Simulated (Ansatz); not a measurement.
Consider Al2Ru (slab).

```cif
data_structure
_symmetry_space_group_name_H-M 'P 1'
_symmetry_Int_Tables_number 1
_cell_length_a 3.0734
_cell_length_b 3.0734
_cell_length_c 22.1258
_cell_angle_alpha 90.000
_cell_angle_beta 90.000
_cell_angle_gamma 90.000
_cell_volume 208.99
loop_
_atom_site_label
_atom_site_type_symbol
_atom_site_fract_x
_atom_site_fract_y
_atom_site_fract_z
_atom_site_occupancy
Al1 Al 0.50000 0.50000 0.33897 1
Ru1 Ru 0.00000 0.00000 0.40703 1
Al2 Al 0.50000 0.50000 0.46376 1
Al3 Al 0.00000 0.00000 0.53624 1
Ru2 Ru 0.50000 0.50000 0.59297 1
Al4 Al 0.00000 0.00000 0.66103 1
```

Not relaxed (largest force 0.9 eV/Å); computed without spin polarisation.

Theory: DFT PBEsol, scalar-relativistic, plane waves, PAW (Ansatz).

**Predict the valence pseudo-density and electron localisation function between the atoms.**

Al–Al (2.76 Å): ρ at the midpoint is about 0.23 e/Å³; the ELF is about 0.45 at the midpoint.
Al–Ru (2.86 Å): ρ is about 0.3 e/Å³ halfway; the ELF is about 0.50 at the midpoint.

**Metal or insulator at this level of theory?**

It is gapless in this calculation (a metal or semimetal).

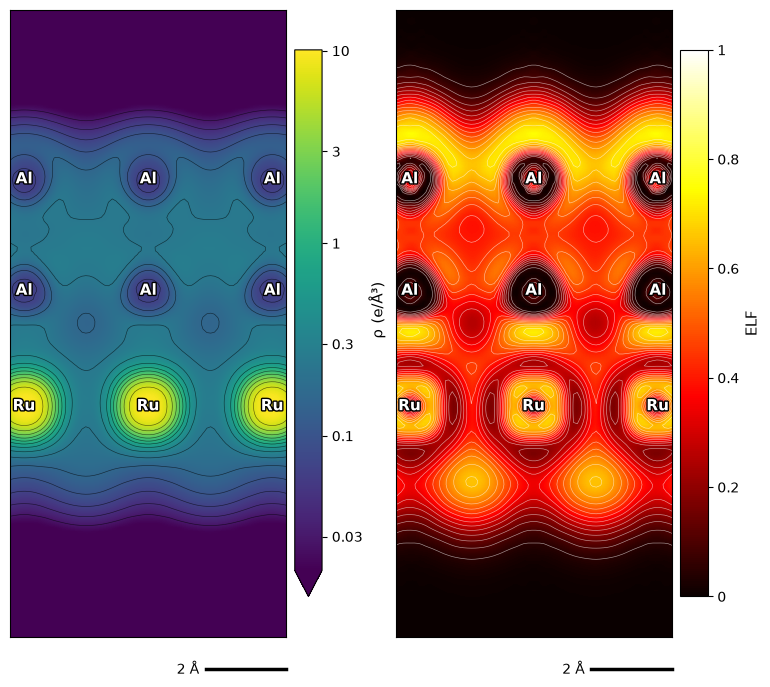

Computed valence pseudo-density and electron localisation function on the (100) plane of the calculation cell, a cut from vacuum to vacuum, in this order. 

Core electrons are frozen (PAW), and the valence fields are smoothed inside the atomic spheres.
